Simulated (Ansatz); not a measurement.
**Run report: Zr, geometry relaxation**

- system: Zr (Fm-3m, 4 atoms in the cell)
- method: DFT PBE, scalar-relativistic, plane waves, PAW, no spin polarisation (Ansatz 0.2.0)

The structure derives from a Materials Project entry. It belongs to a series of runs on one base structure; here: 0 of 4 Zr sites taken by Hf, cell and atoms relaxed. Figures and captions count atoms from 1; the log counts them from 0 in places.

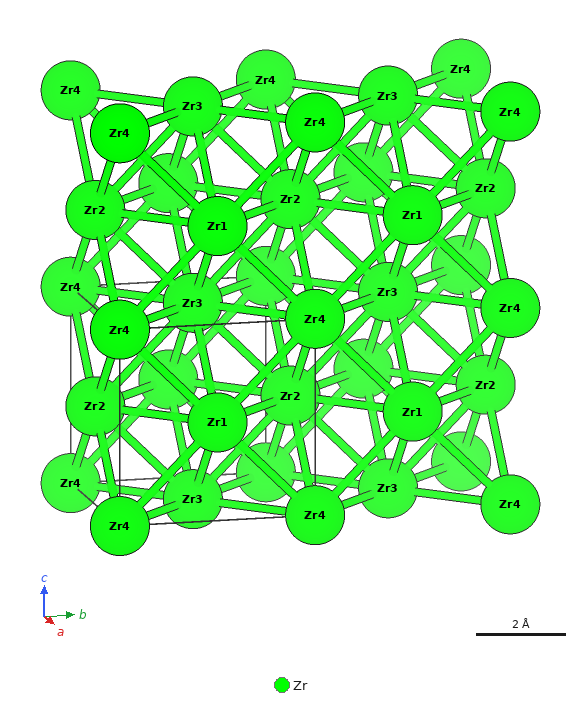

Figure 1. The input geometry (ball-and-stick view of the cell of the calculation, repeated 1 × 2 × 2, seen slightly off an axis; atoms are numbered from 1 in the order of the input). Near neighbours in the crystal (not all of them lie inside the picture): Zr has 12 Zr at 3.20 Å.

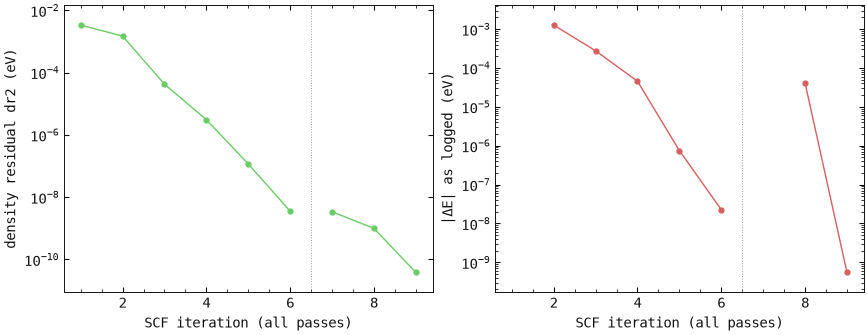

Figure 2. Convergence of the self-consistent field: density residual dr2 and size of the energy change against the SCF iteration. The dotted lines part the SCF passes of the relaxation: geometry steps, rejected trials and re-solves on a re-selected basis. The passes take 6 and 3 iterations.

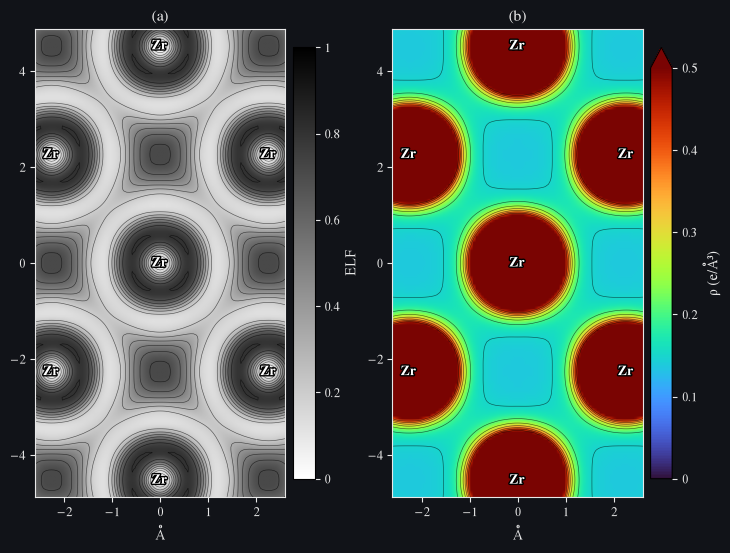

Figure 3. (a) ELF; (b) valence charge density (pseudo) on the (100) plane of the conventional cell. The section cuts through Zr sites. Zr–Zr (3.20 Å): ρ is about 0.17 e/Å³ halfway; the ELF is about 0.20 at the midpoint; no localised pair between them. Away from the nuclei the density in this plane falls to 0.14 e/Å³ at its lowest.The strong features right at Zr lie inside the PAW spheres (semicore, d or f shells) and say nothing about bonding. Core electrons are frozen (PAW), so the fields are smoothed inside the atomic spheres.

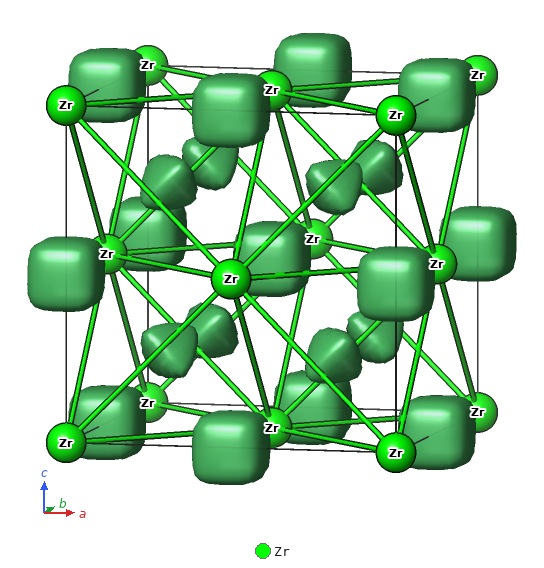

Figure 4. Isosurface of the ELF at 0.55 (green), seen slightly off an axis. Only the valence region is drawn (cores and ρ < 0.01 e/Å³ removed). Sticks mark near contacts. The outline is the cell set on symmetry axes. Values along the shortest contacts: Zr–Zr (3.20 Å): the ELF is about 0.20 at the midpoint; no localised pair between them.

The input and output of the run follow.

Input file
```yaml
crystal:
  lattice:
    - [4.5269357682, 0.0, 0.0]
    - [0.0, -4.5269357682, 0.0]
    - [0.0, 0.0, -4.5269357682]
  atoms:
    - { symbol: Zr, position: [0.0, 0.5, 0.5] }
    - { symbol: Zr, position: [0.5, 0.0, 0.5] }
    - { symbol: Zr, position: [0.5, 0.5, 0.0] }
    - { symbol: Zr, position: [0.0, 0.0, 0.0] }
basis:
  ecutwfc: 420
kpoints:
  mp_grid: { grid: [10, 10, 10] }
hamiltonian:
  xc: pbe
scf:
  occupations: { method: gaussian, width: 0.1 }
output:
  forces: true
  stress: true
  eigenvalues: true
  write_density: true
  write_potential: true
  elf: true
  volumetric_format: npy
relax:
  adjacent_minimum: "off"
  f_tol: 0.015
  max_steps: 60
  cell: { stress_tol: 0.15 }
```

Launched with:
```bash
ansatz run input.yaml --threads 1 --pin off --max-ram 2560MiB --backend cpu --events-out ev --progress --plain --runs-dir out
```

Log
```
Engine: ansatz 0.2.0, x86_64-unknown-linux-gnu
Pseudopotentials: kind: paw
Pseudopotential: Zr, paw, valence charge 12, recommended cutoff 420 eV (normal), Zr.paw.azcp
Functional definition: PBE
  parameter kappa = 0.804
  parameter beta = 0.06672455060314922
  exchange = pbe_x(kappa = kappa, mu = beta*pi^2/3)
  correlation = pbe_c(beta = beta)
Crystal: 4 atoms, lattice volume = 92.771 Å³
Basis set: ecut = 420 eV, 1839 PW (Γ), exchange–correlation on 64×64×64 points (8 copies of the dense FFT grid, shifted against one another)
Bands: 29, of which v1, the nominal top of the filled ones, is band 24 counted from 1 (23 counted from 0)
Symmetry: 192 space group operations
Space group: Fm-3m (ITA 225), of the structure as read, at distance tolerance 4.5e-5 Å
k-points: 56 of 1000
Non-local potential: Zr, projectors of the file, l = 0: 3, l = 1: 2, l = 2: 2, l = 3: 2
PAW form: soft (Blöchl's): semilocal exchange-correlation on the pseudo side does not see the compensation charge
PAW one-centre angular grid: Zr, 590 points (default); XC on 64 Gauss nodes
Initial density: superposition of atomic densities (neutral atoms: chi_scale 0, normalization atom), corrected by the library's trained network
Initial wavefunctions: pseudopotential atomic-orbital guess
Functional: x = pbe(κ = 0.804, μ = 0.2195149727645171), c = pbe(β = 0.06672455060314922)
SCF iter   1: F=—  HF=-16735.207381 eV  |F-HF|=—  |Δ(HF+E_count)|=         —  Δρ=2.36e-3  dr2=3.35e-3  ethr=1.77e-3  ⟨swp⟩=4.0  Hψ=5803  notcnv=0
preconditioner: auto → Kerker (q_TF=auto, 2.445 Å⁻¹)  [metal: Δε(μ)=0.009 eV  Ē_g=2.538 eV  σ=0.100 eV  W_gap=0.05  n_scr=26 (ndim 8)  ℏωp=15.4 eV  f_vac=0.000  D(μ)=5.89/eV (n_scr^D=56)]
SCF iter   2: F=—  HF=-16735.206115 eV  |F-HF|=—  |Δ(HF+E_count)|=   1.27e-3  Δρ=1.49e-3  dr2=1.49e-3  ethr=6.97e-6  ⟨swp⟩=2.1  Hψ=2759  notcnv=0
SCF iter   3: F=—  HF=-16735.206392 eV  |F-HF|=—  |Δ(HF+E_count)|=   2.77e-4  Δρ=2.78e-4  dr2=4.24e-5  ethr=3.10e-6  ⟨swp⟩=2.0  Hψ=2043  notcnv=0
SCF iter   4: F=—  HF=-16735.206347 eV  |F-HF|=—  |Δ(HF+E_count)|=   4.55e-5  Δρ=6.78e-5  dr2=3.06e-6  ethr=8.82e-8  ⟨swp⟩=2.8  Hψ=2927  notcnv=0
SCF iter   5: F=—  HF=-16735.206348 eV  |F-HF|=—  |Δ(HF+E_count)|=   7.49e-7  Δρ=1.50e-5  dr2=1.16e-7  ethr=6.39e-9  ⟨swp⟩=2.0  Hψ=2026  notcnv=0
SCF iter   6: F=-16735.206348 eV  HF=-16735.206348 eV  |F-HF|=4.77e-10  |Δ(HF+E_count)|=   2.25e-8  Δρ=3.71e-6  dr2=3.53e-9  ethr=2.08e-10  ⟨swp⟩=7.5  Hψ=9004  notcnv=0
SCF 1 converged in 6 iterations: F = -16735.206348 eV  dr2 = 3.53e-9
  greatest PAW one-centre occupation: 0.996 electrons in one spin orbital (limit 2), on the Zr atom at site 3 (counted from 0), in its partial waves of l = 0
relax step   1: F+E_penalty+E_count = -16735.20634772 eV  Δ(F+E_penalty+E_count) = +0.000e0 eV  max|allowed force component| = 4.470e-30 eV/Å  Δτ_max = 0.0000 Å  P = +0.026 GPa  Ω = 92.771 Å³  (6 SCF iters, dr2 threshold 1.00e-7 eV, accepted)
Initial density: handed on by an earlier stage of this run
Initial wavefunctions: pseudopotential atomic-orbital guess (no wavefunctions were taken with the density)
iter 1 solved again at ethr=2.41e-8 eV; its pass at ethr=3.10e-3 eV (dr2=1.16e-5 eV) is discarded
SCF iter   1: F=—  HF=-16735.206389 eV  |F-HF|=—  |Δ(HF+E_count)|=         —  Δρ=3.69e-6  dr2=3.39e-9  ethr=2.41e-8  ⟨swp⟩=3.1  Hψ=10675  notcnv=0
preconditioner: auto → Kerker (q_TF=auto, 2.445 Å⁻¹)  [metal: Δε(μ)=0.008 eV  Ē_g=2.538 eV  σ=0.100 eV  W_gap=0.05  n_scr=26 (ndim 8)  ℏωp=15.4 eV  f_vac=0.000  D(μ)=5.91/eV (n_scr^D=56)]
SCF iter   2: F=—  HF=-16735.206348 eV  |F-HF|=—  |Δ(HF+E_count)|=   4.09e-5  Δρ=2.00e-6  dr2=9.88e-10  ethr=7.06e-12  ⟨swp⟩=2.6  Hψ=3130  notcnv=0
SCF iter   3: F=-16735.206348 eV  HF=-16735.206348 eV  |F-HF|=1.82e-11  |Δ(HF+E_count)|=  5.49e-10  Δρ=3.06e-7  dr2=3.82e-11  ethr=1.00e-12  ⟨swp⟩=6.3  Hψ=7766  notcnv=0
SCF 2 converged in 3 iterations: F = -16735.206348 eV  dr2 = 3.82e-11
relax step   2: F+E_penalty+E_count = -16735.20634772 eV  Δ(F+E_penalty+E_count) = -8.367e-10 eV  max|allowed force component| = 1.681e-29 eV/Å  Δτ_max = 0.0000 Å  P = +0.026 GPa  Ω = 92.771 Å³  stress off target by 2.62e-2 GPa  SCF on the basis re-selected at this cell (its energy is not comparable with the rows above)  (3 SCF iters)
basis re-selected at this cell: Δ(F+E_penalty+E_count) = -8.367e-10 eV, ΔP = +0.000 GPa vs the last step (what re-selecting the basis moved, of the pressure what is left beyond the Pulay correction that the steps carried, after the strain that the cell walked since its last selection, with what the two solves' SCF thresholds leave and, on support functions, any second-order correction that the steps lacked; it is no measure of the basis error at this ecutwfc). This SCF's stress stands 2.62e-2 GPa from its target on what of the cell is left free (relax.cell.stress_tol is 1.50e-1 GPa) and its largest allowed force component is 1.68e-29 eV/Å (relax.f_tol is 1.50e-2 eV/Å): within both
SCF converged after 3 iterations
Free energy (F): -16735.206348 eV
Harris-Foulkes:  -16735.206348 eV  (|F-HF|=1.82e-11)
Internal energy: -16735.176816 eV  (E = F + TS)
E sigma→0 (E₀):  -16735.191582 eV
Entropy (-TS):   -0.029532 eV (-7.383 meV/atom)
Fermi energy:    13.950530 eV
--- Per-component energies (eV) ---
  E_band       = -383.473882
  E_kinetic    = 1331.205687
  E_local      = -2500.344970  (includes V_loc(G=0)·N_el)
  E_nonlocal   = 322.444732
  E_hartree    = 774.145596
  E_xc         = -645.855597
  E_vxc        = -762.699354  (∫ρ·V_xc dr)
  E_paw        = -11816.608533  (= ΣΔE_a)
  E_vpaw       = -322.371501  (= ΣTr[D̂ρ^β])
  E_aug_tail   = 0.000099  (compensation charges beyond the density's cutoff)
  E_ewald      = -4200.163829
  E_smearing   = -0.029532  (= −TS)
  E_closure    = 0.000000  (closes the sum)
  Σ components = -16735.206348   (vs F -16735.206348, Δ=0.00e0)
--- Forces (eV/Å), atoms counted from 1 ---
  atom   1  Zr     0.00000000     0.00000000    -0.00000000
  atom   2  Zr     0.00000000     0.00000000     0.00000000
  atom   3  Zr     0.00000000     0.00000000    -0.00000000
  atom   4  Zr     0.00000000     0.00000000    -0.00000000
  max |Σ_I F_I| component: 1.17e-28 eV/Å
--- Stress (GPa, compression-positive) ---
        0.026210       0.000000       0.000000
        0.000000       0.026210       0.000000
        0.000000       0.000000       0.026210
  P = ⅓ Tr σ = 0.0262 GPa (0.262 kbar)
--- Band table (eV; the first three rows and the last of 56) ---
  k-point 0: bands = ["-34.7270", "-34.5374", "-34.5374", "-34.5374", "-13.1517", "-13.1517", "-13.1517", "-12.5891", "-12.5891", "-12.5891", "-12.5891", "-12.5891", "-12.5891", "-12.2446", "-12.2446", "-12.2446", "8.4099", "10.9728", "10.9728", "10.9728", "11.7655", "11.7655", "11.7655", "14.9378", "14.9378", "14.9378", "16.9705", "16.9705", "16.9705"]
  k-point 1: bands = ["-34.7224", "-34.5421", "-34.5373", "-34.5373", "-13.1386", "-13.1386", "-13.1318", "-12.6036", "-12.6036", "-12.5907", "-12.5907", "-12.5809", "-12.5809", "-12.2695", "-12.2532", "-12.2532", "8.5184", "11.0162", "11.0624", "11.0624", "11.8195", "11.8423", "11.8423", "14.8140", "15.0017", "15.0017", "16.6240", "16.6240", "16.7060"]
  k-point 2: bands = ["-34.7091", "-34.5557", "-34.5372", "-34.5372", "-13.1004", "-13.1004", "-13.0737", "-12.6454", "-12.6454", "-12.5948", "-12.5948", "-12.5570", "-12.5570", "-12.3410", "-12.2783", "-12.2783", "8.8343", "11.1168", "11.3170", "11.3170", "11.9800", "12.0701", "12.0701", "14.4808", "15.1929", "15.1929", "15.8922", "15.8922", "16.0784"]
  k-point 55: bands = ["-34.5840", "-34.5840", "-34.5840", "-34.5840", "-13.2167", "-13.2167", "-13.2167", "-13.2167", "-12.3705", "-12.3705", "-12.3705", "-12.3705", "-12.3705", "-12.3705", "-12.3705", "-12.3705", "11.0145", "11.0145", "11.0145", "11.0145", "14.7592", "14.7592", "14.7592", "14.7592", "14.7592", "14.7592", "14.7592", "14.7592", "15.0757"]
--- Relaxed structure (1 steps of the walk, 1 accepted, 1 SCFs on fresh bases) ---
  F+E_penalty+E_count = -16735.20634772 eV   max|allowed force component| = 1.681e-29 eV/Å   (the final SCF, on the basis selected at the relaxed cell)
  cell:  # Å, volume = 92.7712 Å³
    - [4.5269357682, 0.0, 0.0]
    - [0.0, -4.5269357682, 0.0]
    - [0.0, 0.0, -4.5269357682]
  atoms:
    - { symbol: Zr, position: [0.0, 0.5, 0.5] }
    - { symbol: Zr, position: [0.5, 0.0, 0.5] }
    - { symbol: Zr, position: [0.5, 0.5, 0.0] }
    - { symbol: Zr, position: [0.0, 0.0, 0.0] }
```

Trajectory as extended XYZ (Å, eV, eV/Å), 2 frames, from step=1 to step=2
```
4
Lattice="4.5269 0.0000 0.0000 0.0000 -4.5269 0.0000 0.0000 0.0000 -4.5269" Properties=species:S:1:pos:R:3:forces:R:3 step=1 energy=-16735.20635 pressure_GPa=0.03
Zr    0.0000   -2.2635   -2.2635    0.0000   0.0000   0.0000
Zr    2.2635    0.0000   -2.2635    0.0000   0.0000   0.0000
Zr    2.2635   -2.2635    0.0000    0.0000   0.0000   0.0000
Zr    0.0000    0.0000    0.0000    0.0000   0.0000   0.0000
4
Lattice="4.5269 0.0000 0.0000 0.0000 -4.5269 0.0000 0.0000 0.0000 -4.5269" Properties=species:S:1:pos:R:3:forces:R:3 step=2 energy=-16735.20635 pressure_GPa=0.03
Zr    0.0000   -2.2635   -2.2635    0.0000   0.0000   0.0000
Zr    2.2635    0.0000   -2.2635    0.0000   0.0000   0.0000
Zr    2.2635   -2.2635    0.0000    0.0000   0.0000   0.0000
Zr    0.0000    0.0000    0.0000    0.0000   0.0000   0.0000
```

Summary

| quantity | value |
| --- | --- |
| outcome | converged |
| space group (tolerance 0.01 Å) | Fm-3m (225) |
| electrons treated | 48 |
| free energy | −16735.2063 eV |
| Fermi energy | 13.951 eV |
| gap on the k-point mesh | none (metallic) |
| pressure | 0.03 GPa |
| final volume | 92.77 Å³ |
| largest force (length of the vector) at the end | under 0.001 eV/Å |
| final cell | a = 4.527 Å, b = 4.527 Å, c = 4.527 Å, α = 90.00°, β = 90.00°, γ = 90.00° |
| hardware | 1 thread of Intel Xeon (Granite Rapids), 64 GiB of memory available, shared host |
| wall time | 8.2 s |
| peak memory | 0.48 GiB |
